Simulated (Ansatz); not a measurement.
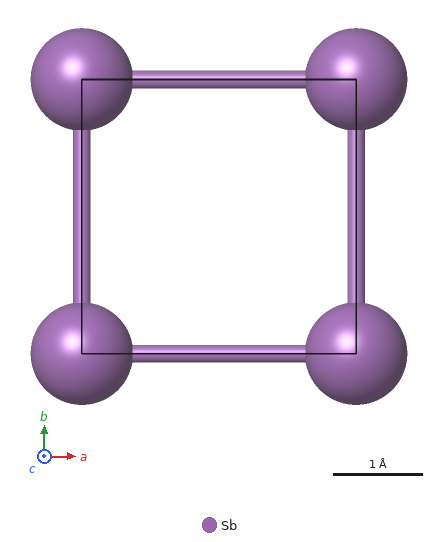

Figure 1. The structure of the first run (ball-and-stick view of the cell of the calculation, along the c axis; atoms are numbered from 1 in the order of the input). Near neighbours in the crystal (not all of them lie inside the picture): Sb has 6 Sb at 3.11 Å.

**Two runs on Sb**

System: Sb (Pm-3m, 1 atom in the cell).
Method of the first run: DFT, PBE, dispersion d4, plane waves, PAW, no spin polarisation (Ansatz 0.2.0).

The structure was made by a generator, so it may or may not be a known phase. Text and figures count atoms from 1; the logs count them from 0 in places.

The input, the first run:
```yaml
crystal:
  lattice:
    - [3.1094508513, 0.0, 0.0]
    - [0.0, 3.1094508513, 0.0]
    - [0.0, 0.0, 3.1098398263]
  atoms:
    - { symbol: Sb, position: [0.0, 0.0, 0.5] }
basis:
  ecutwfc: "58.8 Ry"
kpoints:
  mp_grid: { grid: [20, 20, 20] }
hamiltonian:
  xc: pbe
  dispersion: d4
scf:
  occupations: { method: fermi_dirac, width: 0.15 }
  mixing: { algorithm: anderson, beta: 0.05 }
output:
  forces: true
  eigenvalues: true
  stress: true
relax:
  adjacent_minimum: "off"
  f_tol: 0.001
  max_steps: 60
  cell: { stress_tol: 0.01 }
```

Command:
```bash
ansatz run input.yaml --threads 1 --pin off --max-ram 2048MiB --backend cpu --events-out ev --progress --plain --runs-dir out
```

Hardware: 1 thread of Intel Xeon (Granite Rapids), 128 GiB of memory available, shared host.

Output, shortened to warnings, some set-up lines, iterations and results (the first run):
```
Basis set: ecut = 800.0147556320471 eV, 1551 PW (Γ), exchange–correlation on 60×60×60 points (8 copies of the dense FFT grid, shifted against one another)
Symmetry: 16 space group operations
k-points: 726 of 8000
Initial density: superposition of atomic densities (neutral atoms: chi_scale 0, normalization atom), corrected by the library's trained network
[...]
SCF iter   1: F=—  HF=-6484.974795 eV  |F-HF|=—  |Δ(HF+E_count)|=         —  Δρ=4.90e-4  dr2=2.89e-5  ethr=1.77e-3  ⟨swp⟩=5.1  Hψ=51457  notcnv=0
SCF iter   2: F=—  HF=-6484.974017 eV  |F-HF|=—  |Δ(HF+E_count)|=   7.78e-4  Δρ=4.05e-4  dr2=2.35e-5  ethr=1.93e-7  ⟨swp⟩=3.0  Hψ=21083  notcnv=0  κ⁻¹=1.0e0(r=1)
SCF iter   3: F=—  HF=-6484.974024 eV  |F-HF|=—  |Δ(HF+E_count)|=   6.44e-6  Δρ=3.88e-4  dr2=2.12e-5  ethr=1.57e-7  ⟨swp⟩=1.0  Hψ=8687  notcnv=0  κ⁻¹=1.0e-2(r=2)
SCF iter   4: F=—  HF=-6484.974097 eV  |F-HF|=—  |Δ(HF+E_count)|=   7.37e-5  Δρ=1.15e-4  dr2=2.66e-6  ethr=1.41e-7  ⟨swp⟩=2.0  Hψ=14178  notcnv=0  κ⁻¹=5.7e-7(r=3)
SCF iter   5: F=—  HF=-6484.974099 eV  |F-HF|=—  |Δ(HF+E_count)|=   1.24e-6  Δρ=6.38e-5  dr2=9.23e-7  ethr=1.77e-8  ⟨swp⟩=2.2  Hψ=10012  notcnv=0  κ⁻¹=5.8e-8(r=4)
[... 33 lines ...]
SCF iter   8: F=—  HF=-6484.985751 eV  |F-HF|=—  |Δ(HF+E_count)|=  5.46e-12  Δρ=1.27e-7  dr2=2.02e-12  ethr=5.05e-14 (applied; sched 1.00e-12)  ⟨swp⟩=2.0  Hψ=14174  notcnv=0  …
SCF iter   9: F=—  HF=-6484.985751 eV  |F-HF|=—  |Δ(HF+E_count)|=  1.82e-12  Δρ=1.39e-7  dr2=2.51e-12  ethr=1.35e-14 (applied; sched 1.00e-12)  ⟨swp⟩=1.0  Hψ=8718  notcnv=0  …
SCF iter  10: F=-6484.985751 eV  HF=-6484.985751 eV  |F-HF|=0.00e0  |Δ(HF+E_count)|=    0.00e0  Δρ=1.54e-8  dr2=3.12e-14  ethr=1.00e-12  ⟨swp⟩=4.6  Hψ=41414  notcnv=0
SCF 5 converged in 10 iterations: F = -6484.985751 eV  dr2 = 3.12e-14
relax step   5: F+E_penalty+E_count = -6484.98575130 eV  Δ(F+E_penalty+E_count) = +1.024e-5 eV  max|allowed force component| = 0.000e0 eV/Å  Δτ_max = 0.0000 Å  P = -0.004 GPa …
basis re-selected at this cell: Δ(F+E_penalty+E_count) = +1.024e-5 eV, ΔP = -0.000 GPa vs the last step (what re-selecting the basis moved, of the pressure what is left beyond the Pulay correction that the steps carried, after the strain that the cell walked since its last selection, with what the …
SCF converged after 10 iterations
Stability not checked: this state was not tested for a lower state beside it, because the mixer in use, unlike msr1, does not test its closes by its own steps (another_mixer; see scf.mixing.algorithm and scf.lower_state_search)
Free energy (F): -6484.985751 eV
Harris-Foulkes:  -6484.985751 eV  (|F-HF|=0.00e0)
Internal energy: -6484.949988 eV  (E = F + TS)
E sigma→0 (E₀):  -6484.967869 eV
Entropy (-TS):   -0.035764 eV (-35.764 meV/atom)
Fermi energy:    10.586110 eV
--- Per-component energies (eV) ---
  E_band       = -158.922848
  E_kinetic    = 207.190271
  E_local      = -1539.806135  (includes V_loc(G=0)·N_el)
  E_nonlocal   = 362.294937
  E_hartree    = 701.159483
  E_xc         = -138.618879
  E_vxc        = -96.503044  (∫ρ·V_xc dr)
  E_paw        = -4575.370944  (= ΣΔE_a)
  E_vpaw       = -494.417835  (= ΣTr[D̂ρ^β])
  E_aug_tail   = -0.000000  (compensation charges beyond the density's cutoff)
  E_ewald      = -1501.262569
  E_disp       = -0.536151  (pairwise vdW)
  E_smearing   = -0.035764  (= −TS)
  E_closure    = -0.000000  (closes the sum)
  Σ components = -6484.985751   (vs F -6484.985751, Δ=0.00e0)
--- Forces (eV/Å), atoms counted from 1 ---
  atom   1  Sb    -0.00000000    -0.00000000     0.00000000
  max |Σ_I F_I| component: 2.47e-32 eV/Å
--- Stress (GPa, compression-positive) ---
       -0.004209       0.000000      -0.000000
        0.000000      -0.004209      -0.000000
       -0.000000      -0.000000      -0.004496
  P = ⅓ Tr σ = -0.0043 GPa (-0.043 kbar)
--- Relaxed structure (4 steps of the walk, 4 accepted, 1 SCFs on fresh bases) ---
  F+E_penalty+E_count = -6484.98575130 eV   max|allowed force component| = 0.000e0 eV/Å   (the final SCF, on the basis selected at the relaxed cell)
  cell:  # Å, volume = 28.6984 Å³
    - [3.0616268961629536, 3.514675599163631e-33, 1.733264679039599e-32]
    - [3.129505670488165e-33, 3.0616268961629536, -3.8516992867546644e-33]
    - [1.7334815008067763e-32, -3.852181112903947e-33, 3.061632682377323]
  atoms:
[...]
```

The input of the second run differs as follows (lines with − go, lines with + come):
```diff
-  ecutwfc: "58.8 Ry"
+  ecutwfc: 420
-  dispersion: d4
-  mixing: { algorithm: anderson, beta: 0.05 }
```

How does the second run compare with the first run?

The total energies belong to different models, so their difference says nothing on which is more stable or more accurate. The volume per atom goes from 28.70 to 30.09 Å³. The SCF takes 17 iterations over all geometry steps against 33. On the same kind of shared host the second run took about 0.31 times as long.

Output, shortened to warnings, some set-up lines, iterations and results (the second run):
```
Basis set: ecut = 420 eV, 603 PW (Γ), exchange–correlation on 48×48×48 points (8 copies of the dense FFT grid, shifted against one another)
Symmetry: 16 space group operations
k-points: 726 of 8000
Initial density: superposition of atomic densities (neutral atoms: chi_scale 0, normalization atom), corrected by the library's trained network
[...]
SCF iter   1: F=—  HF=-6484.460720 eV  |F-HF|=—  |Δ(HF+E_count)|=         —  Δρ=5.19e-4  dr2=2.97e-5  ethr=1.77e-3  ⟨swp⟩=5.1  Hψ=50341  notcnv=0
SCF iter   2: F=—  HF=-6484.459986 eV  |F-HF|=—  |Δ(HF+E_count)|=   7.35e-4  Δρ=2.58e-4  dr2=1.27e-5  ethr=1.98e-7  ⟨swp⟩=3.0  Hψ=21110  notcnv=0
SCF iter   3: F=—  HF=-6484.460012 eV  |F-HF|=—  |Δ(HF+E_count)|=   2.69e-5  Δρ=1.11e-4  dr2=1.79e-6  ethr=8.48e-8  ⟨swp⟩=2.0  Hψ=14131  notcnv=0
SCF iter   4: F=—  HF=-6484.460017 eV  |F-HF|=—  |Δ(HF+E_count)|=   4.66e-6  Δρ=4.46e-5  dr2=3.93e-7  ethr=1.19e-8  ⟨swp⟩=2.0  Hψ=10551  notcnv=0
SCF iter   5: F=-6484.460017 eV  HF=-6484.460017 eV  |F-HF|=1.50e-8  |Δ(HF+E_count)|=   1.92e-7  Δρ=8.68e-6  dr2=1.20e-8  ethr=2.62e-9  ⟨swp⟩=2.0  Hψ=14158  notcnv=0
[... 15 lines ...]
SCF iter   3: F=—  HF=-6484.460020 eV  |F-HF|=—  |Δ(HF+E_count)|=  2.06e-10  Δρ=3.42e-7  dr2=5.58e-12  ethr=1.43e-13 (applied; sched 1.00e-12)  ⟨swp⟩=2.4  Hψ=14488  notcnv=0
SCF iter   4: F=—  HF=-6484.460020 eV  |F-HF|=—  |Δ(HF+E_count)|=  2.21e-10  Δρ=5.48e-8  dr2=1.15e-12  ethr=3.72e-14 (applied; sched 1.00e-12)  ⟨swp⟩=2.0  Hψ=14809  notcnv=0
SCF iter   5: F=-6484.460020 eV  HF=-6484.460020 eV  |F-HF|=3.64e-12  |Δ(HF+E_count)|=  1.82e-12  Δρ=2.78e-8  dr2=2.84e-13  ethr=1.00e-12  ⟨swp⟩=5.7  Hψ=34133  notcnv=0
SCF 4 converged in 5 iterations: F = -6484.460020 eV  dr2 = 2.84e-13
relax step   4: F+E_penalty+E_count = -6484.46001993 eV  Δ(F+E_penalty+E_count) = -4.673e-6 eV  max|allowed force component| = 0.000e0 eV/Å  Δτ_max = 0.0000 Å  P = -0.000 GPa …
basis re-selected at this cell: Δ(F+E_penalty+E_count) = -4.673e-6 eV, ΔP = -0.000 GPa vs the last step (what re-selecting the basis moved, of the pressure what is left beyond the Pulay correction that the steps carried, after the strain that the cell walked since its last selection, with what the …
SCF converged after 5 iterations
Free energy (F): -6484.460020 eV
Harris-Foulkes:  -6484.460020 eV  (|F-HF|=3.64e-12)
Internal energy: -6484.421968 eV  (E = F + TS)
E sigma→0 (E₀):  -6484.440994 eV
Entropy (-TS):   -0.038052 eV (-38.052 meV/atom)
Fermi energy:    9.837411 eV
--- Per-component energies (eV) ---
  E_band       = -168.722573
  E_kinetic    = 206.479093
  E_local      = -1576.384963  (includes V_loc(G=0)·N_el)
  E_nonlocal   = 362.032608
  E_hartree    = 714.653212
  E_xc         = -138.279649
  E_vxc        = -96.032699  (∫ρ·V_xc dr)
  E_paw        = -4575.180072  (= ΣΔE_a)
  E_vpaw       = -494.123062  (= ΣTr[D̂ρ^β])
  E_aug_tail   = -0.000002  (compensation charges beyond the density's cutoff)
  E_ewald      = -1477.742195
  E_smearing   = -0.038052  (= −TS)
  E_closure    = 0.000000  (closes the sum)
  Σ components = -6484.460020   (vs F -6484.460020, Δ=0.00e0)
--- Forces (eV/Å), atoms counted from 1 ---
  atom   1  Sb     0.00000000     0.00000000     0.00000000
  max |Σ_I F_I| component: 0.00e0 eV/Å
--- Stress (GPa, compression-positive) ---
        0.000079      -0.000000       0.000000
       -0.000000       0.000079       0.000000
        0.000000       0.000000      -0.000671
  P = ⅓ Tr σ = -0.0002 GPa (-0.002 kbar)
--- Relaxed structure (3 steps of the walk, 3 accepted, 1 SCFs on fresh bases) ---
  F+E_penalty+E_count = -6484.46001993 eV   max|allowed force component| = 0.000e0 eV/Å   (the final SCF, on the basis selected at the relaxed cell)
  cell:  # Å, volume = 30.0906 Å³
    - [3.110352803296944, -5.89791453284308e-34, -3.947991768923531e-33]
    - [-5.657183327420913e-34, 3.110352803296944, -2.3110195720527984e-33]
    - [-3.948485640726546e-33, -2.311308667742368e-33, 3.110371434759627]
  atoms:
    - { symbol: Sb, position: [8.552847072295026e-50, 4.276423536147513e-50, 0.5] }
```

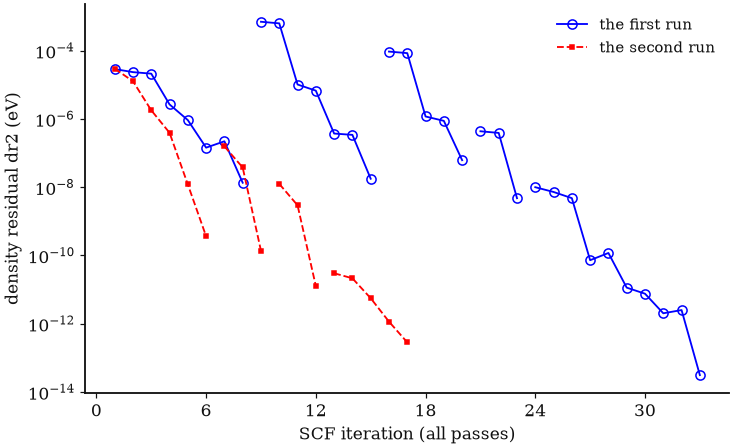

Figure 2. Convergence of the two runs: density residual dr2 against the SCF iteration. A break in a curve parts two SCF passes. The first run takes 33 iterations in all, and the second run takes 17.

The two runs side by side:

```tsv
quantity	the first run	the second run
outcome	converged	converged
free energy per atom (eV)	−6484.9858	−6484.4600
energy per atom, smearing taken to zero (eV)	−6484.9679	−6484.4410
gap on the mesh (eV)	0.00	0.00
pressure (GPa)	0.00	0.00
volume per atom (Å³)	28.70	30.09
largest force (eV/Å)	0.000	0.000
SCF iterations	33	17
irreducible k-points	726	726
wall time (shared host)	94 s	29 s
```
